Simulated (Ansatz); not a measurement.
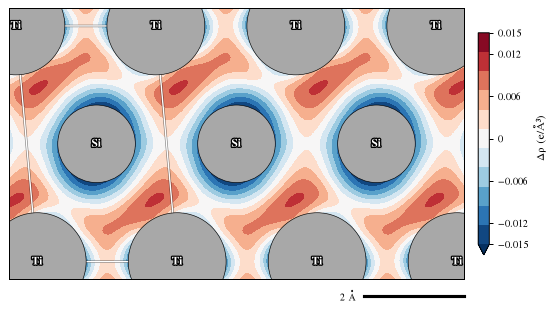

TiSi. Difference of the valence pseudo-densities of two functionals at the same geometry, on the (011̄) plane of the calculation cell: HSESOL less B3LYP.

Space group Cmmm; a structure from a database of computed crystals, not necessarily the ambient phase.

Both computed with Ansatz (plane waves, PAW), on the same k-point mesh. Grey discs cover the atomic cores.

### What does the difference map show?

Against B3LYP, HSESOL gives less density around Si (−0.007 e/Å³ on average at 0.9 Å from the nucleus) and a change of +0.008 e/Å³ at the midpoint of Ti–Si.
